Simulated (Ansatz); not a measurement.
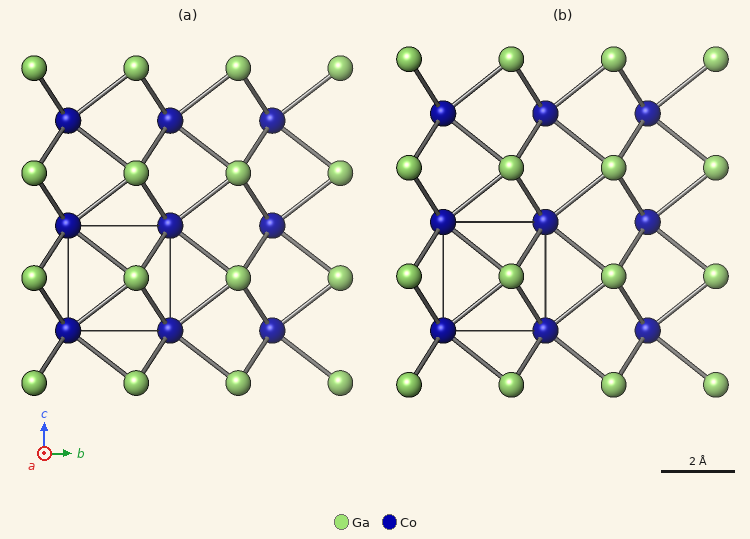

The structure of crystalline GaCo (a generated structure, set up in P-6m2) before (left) and after (right) a relaxation, at one scale.

The picture is a ball-and-stick view of the cell of the calculation, repeated 1 × 2 × 2 with one cell outlined, seen along the a axis.

Case: B → Ga, Ir → Co on all its sites, cell and atoms relaxed.

Computed with Ansatz, DFT PBE, scalar-relativistic, plane waves, PAW.

Input
```yaml
crystal:
  lattice:
    - [3.2486915016, 0.0, 0.0]
    - [-1.6243457508, 2.8134493694, 0.0]
    - [0.0, 0.0, 2.8929292609]
  atoms:
    - { symbol: Ga, position: [0.3333333333, 0.6666666667, 0.5] }
    - { symbol: Co, position: [0.0, 0.0, 0.0] }
basis:
  ecutwfc: 420
kpoints:
  mp_grid: { grid: [15, 15, 14] }
hamiltonian:
  xc: pbe
scf:
  occupations: { method: gaussian, width: 0.1 }
output:
  forces: true
  stress: true
  eigenvalues: true
relax:
  adjacent_minimum: "off"
  f_tol: 0.01
  max_steps: 60
  cell: { stress_tol: 0.1 }
```

Launched with:
```bash
ansatz run input.yaml --threads 1 --pin off --max-ram 1331MiB --backend cpu --events-out ev --progress --plain --runs-dir out
```

What changed between the two?

After 5 accepted moves (7 points after the start) the energy has fallen by 12.5 meV per atom. All forces vanish by symmetry, so only the cell relaxes. Pressure: 6.63 GPa at the start and 0.00 GPa at the end. The SCF was repeated twice at an unchanged geometry on a basis and grid sized afresh for the cell, which shifted the energy by 0.4 meV per atom at most. No atom moves by more than 0.005 Å relative to the cell. The volume changes by +3.8 %, with a = b 3.249 → 3.255 Å (+0.2 %), c 2.893 → 2.991 Å (+3.4 %). Among the contacts that change: Ga1–Co2 2.369 → 2.402 Å. The space group stays P-6m2 (No. 187). The run took roughly 40 core-seconds on a shared host.
